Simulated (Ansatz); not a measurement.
# A series of single points on Ru

System: Ru (2 atoms in the cell).
Method: Kohn-Sham DFT of a periodic cell, r2SCAN with D3(BJ), Ansatz PAW, no spin polarisation (Ansatz 0.2.0).

The 5 runs differ only in the geometry, by an even scaling of the cell at fixed fractional positions. The structure derives from an entry of the Crystallography Open Database.

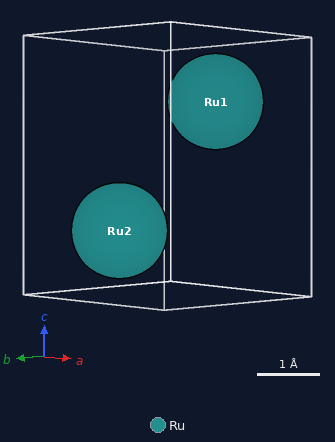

Figure 1. The structure of run 3 (spheres-only view of the cell of the calculation, seen at an oblique angle; atoms are numbered from 1 in the order of the input).

## Input of run 3
```yaml
crystal:
  lattice:
    - [2.6876397213, 0.0, 0.0]
    - [-1.3438198606, 2.3275642749, 0.0]
    - [0.0, 0.0, 4.2531615502]
  atoms:
    - { symbol: Ru, position: [0.6666666667, 0.3333333333, 0.75] }
    - { symbol: Ru, position: [0.3333333333, 0.6666666667, 0.25] }
hamiltonian:
  xc: r2scan
  pseudopotentials: { kind: paw }
  dispersion: d3bj
kpoints:
  mp_grid: { grid: [11, 11, 6] }
scf:
  occupations: { method: fermi_dirac, width: 0.05 }
output:
  forces: true
  stress: true
  eigenvalues: true
```

Command:
```bash
ansatz run input.yaml --threads 2 --pin off --max-ram 5120MiB --backend cpu --events-out ev --progress --plain --runs-dir out
```

Run 4 differs from it as follows:
```diff
-    - [2.6876397213, 0.0, 0.0]
-    - [-1.3438198606, 2.3275642749, 0.0]
-    - [0.0, 0.0, 4.2531615502]
+    - [2.7237197275, 0.0, 0.0]
+    - [-1.3618598638, 2.3588104769, 0.0]
+    - [0.0, 0.0, 4.3102577801]
```

## Results, with one run withheld

| run | volume per atom (Å³) | free energy per atom, from the lowest run given (meV) | pressure (GPa) |
| --- | --- | --- | --- |
| 1 | 12.760 | 30.93 | 17.59 |
| 2 | 13.032 | 8.57 | 8.97 |
| 3 | 13.303 | 0.00 | 1.30 |
| 4 | 13.846 | ? | ? |
| 5 | 14.118 | 42.52 | −16.95 |

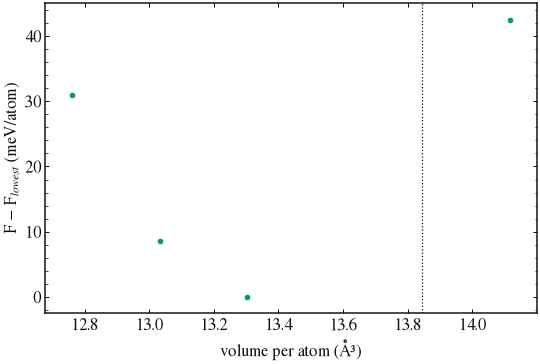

Figure 2. Free energy per atom of the runs given; the dotted line marks run 4.

What should run 4 give?

A quadratic polynomial in V^(−2/3) (the Birch–Murnaghan form), fitted to the 4 runs given, misses them by at most 0.07 meV per atom. With x = V^(−2/3) − 0.17825 Å⁻², it reads F = 0.10506 + 1270.2 x + 1.0316e+06 x² (meV per atom). At run 4 it gives 17.97 meV per atom, and the run itself gives 18.27. The slope of the fit gives a pressure −dF/dV of −11.61 GPa there, and the run prints −11.57 GPa. The fit has its minimum at 13.357 Å³ per atom, where V d²F/dV² gives 347 GPa. Cell shape and fractional positions are held, so this is the stiffness under even scaling; the relaxed bulk modulus wasn't computed.

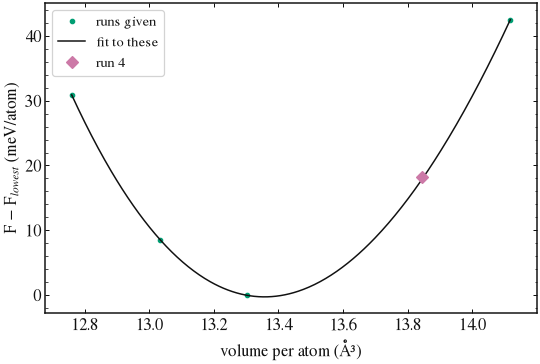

Figure 3. The fit and the withheld run.

## Output, shortened to warnings, some set-up lines, iterations and results (run 4)
```
Warning: the engine holds no damping parameters fitted to this dispersion correction and functional, so the run takes those fitted to r2scan beside the three-body term, which d3bj leaves out (hamiltonian.dispersion, under Limitations)
Basis set: ecut = 500 eV, 687 PW (Γ), exchange–correlation on 80×80×128 points (64 copies of the dense FFT grid, shifted against one another)
Symmetry: 24 space group operations
k-points: 64 of 726
Initial density: superposition of atomic densities (neutral atoms: chi_scale 0, normalization atom), corrected by the library's trained network
[...]
SCF iter   1: F=—  HF=-11781.939220 eV  |F-HF|=—  |Δ(HF+E_count)|=         —  Δρ=1.07e-2  dr2=9.76e-3  dr2_τ=1.42e-2  ethr=1.77e-3  ⟨swp⟩=5.1  Hψ=5226  notcnv=0
SCF iter   2: F=—  HF=-11781.961252 eV  |F-HF|=—  |Δ(HF+E_count)|=   2.20e-2  Δρ=5.97e-3  dr2=2.48e-3  dr2_τ=2.00e-4  ethr=3.05e-5  ⟨swp⟩=2.0  Hψ=3060  notcnv=0  defer=2
SCF iter   3: F=—  HF=-11781.964401 eV  |F-HF|=—  |Δ(HF+E_count)|=   3.15e-3  Δρ=1.19e-3  dr2=2.35e-4  dr2_τ=4.12e-5  ethr=7.75e-6  ⟨swp⟩=2.0  Hψ=1964  notcnv=0  defer=2
SCF iter   4: F=—  HF=-11781.964519 eV  |F-HF|=—  |Δ(HF+E_count)|=   1.18e-4  Δρ=2.77e-4  dr2=1.04e-5  dr2_τ=2.11e-6  ethr=7.33e-7  ⟨swp⟩=2.1  Hψ=2126  notcnv=0  defer=2
SCF iter   5: F=—  HF=-11781.964549 eV  |F-HF|=—  |Δ(HF+E_count)|=   2.95e-5  Δρ=7.11e-5  dr2=4.51e-7  dr2_τ=1.16e-7  ethr=3.25e-8  ⟨swp⟩=2.0  Hψ=2218  notcnv=0  defer=2
SCF iter   6: F=-11781.964551 eV  HF=-11781.964551 eV  |F-HF|=2.39e-8  |Δ(HF+E_count)|=   1.68e-6  Δρ=1.35e-5  dr2=2.03e-8  dr2_τ=2.46e-9  ethr=3.13e-10  ⟨swp⟩=6.1  Hψ=6146  …
SCF 1 converged in 6 iterations: F = -11781.964551 eV  dr2 = 2.03e-8
SCF converged after 6 iterations
Free energy (F): -11781.964551 eV
Harris-Foulkes:  -11781.964551 eV  (|F-HF|=2.39e-8)
Internal energy: -11781.948038 eV  (E = F + TS)
E sigma→0 (E₀):  -11781.956294 eV
Entropy (-TS):   -0.016513 eV (-8.256 meV/atom)
Fermi energy:    22.758220 eV
--- Per-component energies (eV) ---
  E_band       = -154.219372
  E_kinetic    = 1026.420815
  E_local      = -2553.979249  (includes V_loc(G=0)·N_el)
  E_nonlocal   = 685.454657
  E_hartree    = 819.849935
  E_xc         = -367.826299
  E_vxc        = -532.863166  (∫ρ·V_xc dr)
  E_paw        = -6957.573822  (= ΣΔE_a)
  E_vpaw       = -456.477468  (= ΣTr[D̂ρ^β])
  E_aug_tail   = 0.000197  (compensation charges beyond the density's cutoff)
  E_vtau       = 37.519833  (kinetic-family band-sum trace: ∫τ·v_τ [+ j·A + Jᵃ·Aᵃ] dr)
  E_ewald      = -4433.096162
  E_disp       = -0.576198  (pairwise vdW)
  E_core_change = -0.621911  (= ΣΔE_core)
  E_smearing   = -0.016513  (= −TS)
  E_closure    = 0.000000  (closes the sum)
  Σ components = -11781.964551   (vs F -11781.964551, Δ=0.00e0)
--- Forces (eV/Å), atoms counted from 1 ---
  atom   1  Ru    -0.00000000    -0.00000000     0.00000000
  atom   2  Ru     0.00000000     0.00000000     0.00000000
  max |Σ_I F_I| component: 9.25e-18 eV/Å
--- Stress (GPa, compression-positive) ---
      -11.117141       0.000000       0.000000
        0.000000     -11.117141       0.000000
        0.000000       0.000000     -12.484280
  P = ⅓ Tr σ = -11.5729 GPa (-115.729 kbar)
```

Notes on the run: the dispersion correction has no parameters fitted for this combination and takes those fitted for r2SCAN with other terms.
